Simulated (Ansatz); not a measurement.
Geometry relaxation, with input and output: C7HSi6 (part 1 of 3)

System: C7HSi6 (slab, 28 atoms in the cell).
Method: DFT PBE+D3(BJ), scalar-relativistic, plane waves, PAW, no spin polarisation (Ansatz 0.2.0).

The structure derives from an entry of the Crystallography Open Database. The input holds or restrains some coordinates. It belongs to a series of runs on one base structure; here: 1 C2H2 a cell, flat, over a top Si site. Figures and captions count atoms from 1; the log counts them from 0 in places.

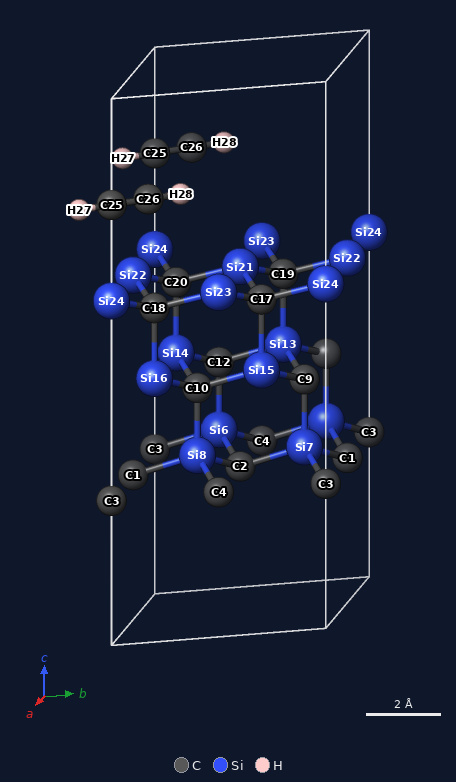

*The structure as given in the input (ball-and-stick view of the cell of the calculation, with the vacuum cut short, seen slightly off an axis; atoms are numbered from 1 in the order of the input).*

Results in brief

```json
{"quantity": "outcome", "value": "converged under the restraints of the input"}
{"quantity": "electrons treated", "value": "106"}
{"quantity": "free energy", "value": "−11171.3470 eV"}
{"quantity": "work function, top face", "value": "3.22 eV"}
{"quantity": "work function, bottom face", "value": "6.71 eV"}
{"quantity": "Fermi energy", "value": "0.420 eV"}
{"quantity": "gap on the k-point mesh", "value": "none (metallic)"}
{"quantity": "final volume", "value": "774.63 Å³"}
{"quantity": "work function (upper face)", "value": "3.22 eV"}
{"quantity": "largest force (length of the vector) at the end, held atoms and coordinates included", "value": "3.352 eV/Å"}
{"quantity": "hardware", "value": "2 threads of Arm Neoverse V1, 24 GiB of memory available, shared host"}
{"quantity": "wall time", "value": "9.4 min (CPU time 19 min)"}
{"quantity": "peak memory", "value": "1.2 GiB"}
```

Notes

The program warns: the exchange-correlation potential is rough where the density is thin.

Input file
```yaml
crystal:
  lattice:
    - [6.1499993378, 0.0, 0.0]
    - [-3.0749996689, 5.3260556598, 0.0]
    - [0.0, 0.0, 23.649135111]
  atoms:
    - { symbol: C, position: [0.5, 0.0, 0.3382787558] }
    - { symbol: C, position: [0.5, 0.5, 0.3382787558] }
    - { symbol: C, position: [0.0, 0.0, 0.3382787558] }
    - { symbol: C, position: [0.0, 0.5, 0.3382787558] }
    - { symbol: Si, position: [0.1666666667, 0.8333333333, 0.3648201779] }
    - { symbol: Si, position: [0.1666666667, 0.3333333333, 0.3648201779] }
    - { symbol: Si, position: [0.6666666667, 0.8333333333, 0.3648201779] }
    - { symbol: Si, position: [0.6666666667, 0.3333333333, 0.3648201779] }
    - { symbol: C, position: [0.6666666667, 0.8333333333, 0.4444444444] }
    - { symbol: C, position: [0.6666666667, 0.3333333333, 0.4444444444] }
    - { symbol: C, position: [0.1666666667, 0.8333333333, 0.4444444444] }
    - { symbol: C, position: [0.1666666667, 0.3333333333, 0.4444444444] }
    - { symbol: Si, position: [0.3333333333, 0.6666666667, 0.4690582544] }
    - { symbol: Si, position: [0.3333333333, 0.1666666667, 0.4690582544] }
    - { symbol: Si, position: [0.8333333333, 0.6666666667, 0.4690582544] }
    - { symbol: Si, position: [0.8333333333, 0.1666666667, 0.4690582544] }
    - { symbol: C, position: [0.8333333333, 0.6666666667, 0.5522486167] }
    - { symbol: C, position: [0.8333333333, 0.1666666667, 0.5522486167] }
    - { symbol: C, position: [0.3333333333, 0.6666666667, 0.5522486167] }
    - { symbol: C, position: [0.3333333333, 0.1666666667, 0.5522486167] }
    - { symbol: Si, position: [0.5, 0.5, 0.5741467581] }
    - { symbol: Si, position: [0.5, 0.0, 0.5741467581] }
    - { symbol: Si, position: [0.0, 0.5, 0.5741467581] }
    - { symbol: Si, position: [0.0, 0.0, 0.5741467581] }
    - { symbol: C, position: [0.0, 0.0, 0.6874701412] }
    - { symbol: C, position: [-0.058979939, 0.1597258678, 0.6874701412] }
    - { symbol: H, position: [0.0517982027, -0.1402564218, 0.6874701412] }
    - { symbol: H, position: [-0.1107781417, 0.2999822896, 0.6874701412] }
basis:
  ecutwfc: 420
kpoints:
  mp_grid: { grid: [3, 3, 1] }
hamiltonian:
  xc: pbe
  dispersion: d3bj
scf:
  occupations: { method: gaussian, width: 0.05 }
output:
  forces: true
  eigenvalues: true
  write_density: true
  write_potential: true
  elf: true
  volumetric_format: npy
relax:
  adjacent_minimum: "off"
  f_tol: 0.04
  max_steps: 100
  constraints: [{ sites: [0, 1, 2, 3, 4, 5, 6, 7, 8, 9, 10, 11] }]
efield:
  axis: 3
  dipole_correction: true
  ramp_width: 0.04
```

Launched with:
```bash
ansatz run input.yaml --threads 2 --pin off --max-ram 5120MiB --backend cpu --events-out ev --progress --plain --runs-dir out
```

Output
```
Engine: ansatz 0.2.0, aarch64-unknown-linux-gnu
Pseudopotentials: kind: paw
Pseudopotential: C, paw, valence charge 4, recommended cutoff 420 eV (normal), C.paw.azcp
Pseudopotential: Si, paw, valence charge 4, recommended cutoff 420 eV (normal), Si.paw.azcp
Pseudopotential: H, paw, valence charge 1, recommended cutoff 420 eV (normal), H.paw.azcp
Functional definition: PBE
  parameter kappa = 0.804
  parameter beta = 0.06672455060314922
  exchange = pbe_x(kappa = kappa, mu = beta*pi^2/3)
  correlation = pbe_c(beta = beta)
Crystal: 28 atoms, lattice volume = 774.633 Å³
Basis set: ecut = 420 eV, 15133 PW (Γ), exchange–correlation on 90×90×320 points (8 copies of the dense FFT grid, shifted against one another)
Bands: 81, of which v1, the nominal top of the filled ones, is band 53 counted from 1 (52 counted from 0)
Symmetry: 1 space group operations
Space group: P1 (ITA 1), of the structure as read, at distance tolerance 9.2e-5 Å
k-points: 5 of 9 (time reversal used)
Non-local potential: C, projectors of the file, l = 0: 2, l = 1: 2, l = 2: 1
Non-local potential: Si, projectors of the file, l = 0: 2, l = 1: 2, l = 2: 2
Non-local potential: H, projectors of the file, l = 0: 2, l = 1: 1
PAW form: soft (Blöchl's): semilocal exchange-correlation on the pseudo side does not see the compensation charge
PAW one-centre angular grid: C, 110 points (default); XC on 64 Gauss nodes
PAW one-centre angular grid: Si, 110 points (default); XC on 64 Gauss nodes
PAW one-centre angular grid: H, 110 points (default); XC on 64 Gauss nodes
Initial density: superposition of atomic densities (neutral atoms: chi_scale 0, normalization atom), corrected by the library's trained network
Initial wavefunctions: pseudopotential atomic-orbital guess
Functional: x = pbe(κ = 0.804, μ = 0.2195149727645171), c = pbe(β = 0.06672455060314922)
SCF iter   1: F=—  HF=-11167.583071 eV  |F-HF|=—  |Δ(HF+E_count)|=         —  Δρ=8.33e-3  dr2=6.81e0  ethr=1.77e-3  p=0.586 e·Å  D=1.37e-1 V/Å  ΔV_dip=-3.24 eV  dr2_dipole=2.35e0  V_vac-E_F(+/−)=4.17/7.40 eV  ⟨swp⟩=7.8  Hψ=2292  notcnv=0  defer=67
efield: sawtooth ramp at fractional position 0.9929 (placed from the atoms, in the widest stretch of the axis that holds none; the zero of the levels goes with the place), width 0.0400; the density the first Hamiltonian is built on has a dipole p = 0.586 e·Å; the dipole correction subtracts the counter field D = 1.37e-1 V/Å, which shifts the + side's vacuum level by -3.24 eV against the − side's; the planar-averaged density in the ramp window peaks in size at 7.6e-5 e/Å³
preconditioner: auto → LDOS  [insulator: Δε(μ)=0.116 eV  Ē_g=10.832 eV  σ=0.050 eV  W_gap=0.67  n_scr=80 (ndim 8)  ℏωp=13.7 eV  f_vac=0.548  D(μ)=8.77/eV (n_scr^D=52)  ε∞_Penn≈2.6  β→1.0]
SCF iter   2: F=—  HF=-11168.206955 eV  |F-HF|=—  |Δ(HF+E_count)|=   6.24e-1  Δρ=2.02e-2  dr2=5.53e1  ethr=1.77e-3  p=0.544 e·Å  D=1.27e-1 V/Å  ΔV_dip=-3.01 eV  dr2_dipole=2.34e1  V_vac-E_F(+/−)=3.74/6.75 eV  ⟨swp⟩=3.0  Hψ=680  notcnv=0  defer=104  recentre
SCF iter   3: F=—  HF=-11167.416091 eV  |F-HF|=—  |Δ(HF+E_count)|=   7.91e-1  Δρ=4.28e-3  dr2=1.82e0  ethr=1.77e-3  p=0.588 e·Å  D=1.37e-1 V/Å  ΔV_dip=-3.25 eV  dr2_dipole=6.30e-1  V_vac-E_F(+/−)=3.86/7.11 eV  ⟨swp⟩=2.6  Hψ=646  notcnv=0  defer=101
SCF iter   4: F=—  HF=-11167.366058 eV  |F-HF|=—  |Δ(HF+E_count)|=   5.00e-2  Δρ=1.18e-3  dr2=5.89e-2  ethr=1.71e-3  p=0.589 e·Å  D=1.38e-1 V/Å  ΔV_dip=-3.25 eV  dr2_dipole=1.96e-2  V_vac-E_F(+/−)=3.53/6.78 eV  ⟨swp⟩=1.2  Hψ=434  notcnv=0  defer=94
SCF iter   5: F=—  HF=-11167.362735 eV  |F-HF|=—  |Δ(HF+E_count)|=   3.32e-3  Δρ=5.68e-4  dr2=5.03e-3  ethr=5.56e-5  p=0.584 e·Å  D=1.36e-1 V/Å  ΔV_dip=-3.23 eV  dr2_dipole=1.04e-6  V_vac-E_F(+/−)=3.54/6.76 eV  ⟨swp⟩=2.0  Hψ=585  notcnv=0  defer=107
SCF iter   6: F=—  HF=-11167.362394 eV  |F-HF|=—  |Δ(HF+E_count)|=   3.41e-4  Δρ=2.63e-4  dr2=1.45e-3  ethr=4.74e-6  p=0.584 e·Å  D=1.36e-1 V/Å  ΔV_dip=-3.22 eV  dr2_dipole=3.40e-4  V_vac-E_F(+/−)=3.52/6.75 eV  ⟨swp⟩=2.0  Hψ=562  notcnv=0  defer=107
SCF iter   7: F=—  HF=-11167.362398 eV  |F-HF|=—  |Δ(HF+E_count)|=   3.50e-6  Δρ=1.38e-4  dr2=6.31e-4  ethr=1.37e-6  p=0.582 e·Å  D=1.36e-1 V/Å  ΔV_dip=-3.21 eV  dr2_dipole=1.91e-4  V_vac-E_F(+/−)=3.53/6.74 eV  ⟨swp⟩=2.0  Hψ=479  notcnv=0  defer=107
SCF iter   8: F=—  HF=-11167.362411 eV  |F-HF|=—  |Δ(HF+E_count)|=   1.36e-5  Δρ=8.27e-5  dr2=2.59e-4  ethr=5.96e-7  p=0.580 e·Å  D=1.36e-1 V/Å  ΔV_dip=-3.21 eV  dr2_dipole=9.26e-5  V_vac-E_F(+/−)=3.53/6.73 eV  ⟨swp⟩=1.6  Hψ=301  notcnv=0  defer=107
SCF iter   9: F=—  HF=-11167.362420 eV  |F-HF|=—  |Δ(HF+E_count)|=   8.71e-6  Δρ=4.12e-5  dr2=5.07e-5  ethr=2.44e-7  p=0.579 e·Å  D=1.35e-1 V/Å  ΔV_dip=-3.20 eV  dr2_dipole=1.64e-5  V_vac-E_F(+/−)=3.53/6.73 eV  ⟨swp⟩=1.8  Hψ=312  notcnv=0  defer=107
SCF iter  10: F=-11167.362418 eV  HF=-11167.362420 eV  |F-HF|=1.72e-6  |Δ(HF+E_count)|=   3.39e-7  Δρ=1.85e-5  dr2=6.70e-6  ethr=3.77e-8  p=0.579 e·Å  D=1.35e-1 V/Å  ΔV_dip=-3.20 eV  dr2_dipole=4.96e-7  V_vac-E_F(+/−)=3.53/6.73 eV  ⟨swp⟩=40.2  Hψ=5723  notcnv=0
SCF 1 converged in 10 iterations: F = -11167.362418 eV  dr2 = 6.70e-6
  greatest PAW one-centre occupation: 0.704 electrons in one spin orbital (limit 2), on the C atom at site 25 (counted from 0), in its partial waves of l = 0
relax step   1: F+E_penalty+E_count = -11167.36241847 eV  Δ(F+E_penalty+E_count) = +0.000e0 eV  max|allowed force component| = 9.012e-1 eV/Å  Δτ_max = 0.0000 Å  (10 SCF iters, dr2 threshold 4.00e-5 eV, accepted)
Initial density: handed on by an earlier stage of this run
Initial wavefunctions: those handed on with the density
iter 1 solved again at ethr=9.41e-4 eV; its pass at ethr=3.10e-3 eV (dr2=9.97e-1 eV) is discarded
SCF iter   1: F=—  HF=-11167.570678 eV  |F-HF|=—  |Δ(HF+E_count)|=         —  Δρ=7.49e-3  dr2=1.00e0  ethr=9.41e-4  p=0.579 e·Å  D=1.35e-1 V/Å  ΔV_dip=-3.20 eV  dr2_dipole=3.42e-1  V_vac-E_F(+/−)=3.53/6.72 eV  ⟨swp⟩=1.4  Hψ=1461  notcnv=0  defer=97
efield: sawtooth ramp at fractional position 0.9929 (handed on by an earlier solve), width 0.0400; the density the first Hamiltonian is built on has a dipole p = 0.579 e·Å; the dipole correction subtracts the counter field D = 1.35e-1 V/Å, which shifts the + side's vacuum level by -3.20 eV against the − side's; the planar-averaged density in the ramp window peaks in size at 5.8e-7 e/Å³
preconditioner: auto → LDOS  [insulator: Δε(μ)=0.094 eV  Ē_g=10.740 eV  σ=0.050 eV  W_gap=0.71  n_scr=80 (ndim 8)  ℏωp=13.7 eV  f_vac=0.551  D(μ)=10.16/eV (n_scr^D=52)  ε∞_Penn≈2.6  β→1.0]
SCF iter   2: F=—  HF=-11168.031818 eV  |F-HF|=—  |Δ(HF+E_count)|=   4.61e-1  Δρ=1.59e-2  dr2=3.20e1  ethr=9.41e-4  p=0.470 e·Å  D=1.10e-1 V/Å  ΔV_dip=-2.60 eV  dr2_dipole=1.41e1  V_vac-E_F(+/−)=4.05/6.65 eV  ⟨swp⟩=3.2  Hψ=616  notcnv=0  defer=97  recentre
SCF iter   3: F=—  HF=-11167.529157 eV  |F-HF|=—  |Δ(HF+E_count)|=   5.03e-1  Δρ=4.71e-3  dr2=5.93e-1  ethr=9.41e-4  p=0.578 e·Å  D=1.35e-1 V/Å  ΔV_dip=-3.19 eV  dr2_dipole=2.43e-1  V_vac-E_F(+/−)=3.54/6.73 eV  ⟨swp⟩=2.0  Hψ=712  notcnv=0  defer=113
SCF iter   4: F=—  HF=-11167.513212 eV  |F-HF|=—  |Δ(HF+E_count)|=   1.59e-2  Δρ=8.65e-4  dr2=2.63e-2  ethr=5.60e-4  p=0.548 e·Å  D=1.28e-1 V/Å  ΔV_dip=-3.03 eV  dr2_dipole=6.95e-3  V_vac-E_F(+/−)=3.69/6.72 eV  ⟨swp⟩=2.0  Hψ=474  notcnv=0  defer=115
SCF iter   5: F=—  HF=-11167.512369 eV  |F-HF|=—  |Δ(HF+E_count)|=   8.43e-4  Δρ=5.81e-4  dr2=1.61e-2  ethr=2.48e-5  p=0.553 e·Å  D=1.29e-1 V/Å  ΔV_dip=-3.06 eV  dr2_dipole=6.68e-3  V_vac-E_F(+/−)=3.66/6.72 eV  ⟨swp⟩=2.0  Hψ=537  notcnv=0  defer=117
SCF iter   6: F=—  HF=-11167.512027 eV  |F-HF|=—  |Δ(HF+E_count)|=   3.42e-4  Δρ=2.83e-4  dr2=3.30e-3  ethr=1.52e-5  p=0.551 e·Å  D=1.29e-1 V/Å  ΔV_dip=-3.04 eV  dr2_dipole=1.16e-3  V_vac-E_F(+/−)=3.67/6.72 eV  ⟨swp⟩=2.0  Hψ=299  notcnv=0  defer=117
SCF iter   7: F=—  HF=-11167.511990 eV  |F-HF|=—  |Δ(HF+E_count)|=   3.72e-5  Δρ=1.64e-4  dr2=9.80e-4  ethr=3.12e-6  p=0.551 e·Å  D=1.29e-1 V/Å  ΔV_dip=-3.04 eV  dr2_dipole=3.32e-4  V_vac-E_F(+/−)=3.67/6.72 eV  ⟨swp⟩=2.0  Hψ=375  notcnv=0  defer=117
SCF iter   8: F=—  HF=-11167.511992 eV  |F-HF|=—  |Δ(HF+E_count)|=   1.81e-6  Δρ=9.17e-5  dr2=1.75e-4  ethr=9.24e-7  p=0.551 e·Å  D=1.29e-1 V/Å  ΔV_dip=-3.04 eV  dr2_dipole=3.09e-5  V_vac-E_F(+/−)=3.67/6.72 eV  ⟨swp⟩=1.2  Hψ=289  notcnv=0  defer=117
SCF iter   9: F=—  HF=-11167.512009 eV  |F-HF|=—  |Δ(HF+E_count)|=   1.74e-5  Δρ=4.75e-5  dr2=7.71e-5  ethr=1.65e-7  p=0.551 e·Å  D=1.29e-1 V/Å  ΔV_dip=-3.04 eV  dr2_dipole=3.27e-5  V_vac-E_F(+/−)=3.67/6.72 eV  ⟨swp⟩=2.0  Hψ=439  notcnv=0  defer=117
SCF iter  10: F=-11167.511999 eV  HF=-11167.512013 eV  |F-HF|=1.48e-5  |Δ(HF+E_count)|=   3.97e-6  Δρ=2.45e-5  dr2=1.74e-5  ethr=4.79e-8  p=0.550 e·Å  D=1.29e-1 V/Å  ΔV_dip=-3.04 eV  dr2_dipole=5.61e-6  V_vac-E_F(+/−)=3.68/6.72 eV  ⟨swp⟩=30.8  Hψ=4801  notcnv=0
SCF 2 converged in 10 iterations: F = -11167.511999 eV  dr2 = 1.74e-5
  greatest PAW one-centre occupation: 0.696 electrons in one spin orbital (limit 2), on the C atom at site 25 (counted from 0), in its partial waves of l = 0
relax step   2: F+E_penalty+E_count = -11167.51199855 eV  Δ(F+E_penalty+E_count) = -1.496e-1 eV  max|allowed force component| = 1.034e0 eV/Å  Δτ_max = 0.1951 Å  (10 SCF iters, dr2 threshold 5.08e-5 eV, accepted)
[... from here on the SCF iterations and repeated set-up lines of each step are left out, up to the last step ...]
SCF 3 converged in 9 iterations: F = -11167.645761 eV  dr2 = 4.40e-5
relax step   3: F+E_penalty+E_count = -11167.64576085 eV  Δ(F+E_penalty+E_count) = -1.338e-1 eV  max|allowed force component| = 1.054e0 eV/Å  Δτ_max = 0.1967 Å  (9 SCF iters, dr2 threshold 6.68e-5 eV, accepted)
SCF 4 converged in 8 iterations: F = -11167.823261 eV  dr2 = 5.54e-5
relax step   4: F+E_penalty+E_count = -11167.82326081 eV  Δ(F+E_penalty+E_count) = -1.775e-1 eV  max|allowed force component| = 1.338e0 eV/Å  Δτ_max = 0.1990 Å  (8 SCF iters, dr2 threshold 1.00e-4 eV, accepted)
SCF 5 converged in 8 iterations: F = -11168.121045 eV  dr2 = 3.63e-5
relax step   5: F+E_penalty+E_count = -11168.12104546 eV  Δ(F+E_penalty+E_count) = -2.978e-1 eV  max|allowed force component| = 1.460e0 eV/Å  Δτ_max = 0.1947 Å  (8 SCF iters, dr2 threshold 1.00e-4 eV, accepted)
SCF 6 converged in 7 iterations: F = -11168.387825 eV  dr2 = 9.92e-5
relax step   6: F+E_penalty+E_count = -11168.38782463 eV  Δ(F+E_penalty+E_count) = -2.668e-1 eV  max|allowed force component| = 1.615e0 eV/Å  Δτ_max = 0.1949 Å  (7 SCF iters, dr2 threshold 1.00e-4 eV, accepted)
SCF 7 converged in 9 iterations: F = -11168.824047 eV  dr2 = 2.63e-5
relax step   7: F+E_penalty+E_count = -11168.82404658 eV  Δ(F+E_penalty+E_count) = -4.362e-1 eV  max|allowed force component| = 1.972e0 eV/Å  Δτ_max = 0.1934 Å  (9 SCF iters, dr2 threshold 1.00e-4 eV, accepted)
SCF 8 converged in 9 iterations: F = -11169.411392 eV  dr2 = 3.70e-5
relax step   8: F+E_penalty+E_count = -11169.41139214 eV  Δ(F+E_penalty+E_count) = -5.873e-1 eV  max|allowed force component| = 2.272e0 eV/Å  Δτ_max = 0.1950 Å  (9 SCF iters, dr2 threshold 1.00e-4 eV, accepted)
SCF 9 converged in 8 iterations: F = -11170.006251 eV  dr2 = 9.69e-5
relax step   9: F+E_penalty+E_count = -11170.00625127 eV  Δ(F+E_penalty+E_count) = -5.949e-1 eV  max|allowed force component| = 1.342e0 eV/Å  Δτ_max = 0.1966 Å  (8 SCF iters, dr2 threshold 1.00e-4 eV, accepted)
SCF 10 converged in 7 iterations: F = -11170.495698 eV  dr2 = 8.62e-5
relax step  10: F+E_penalty+E_count = -11170.49569787 eV  Δ(F+E_penalty+E_count) = -4.894e-1 eV  max|allowed force component| = 1.539e0 eV/Å  Δτ_max = 0.1948 Å  (7 SCF iters, dr2 threshold 1.00e-4 eV, accepted)
SCF 11 converged in 7 iterations: F = -11170.802613 eV  dr2 = 3.78e-5
```
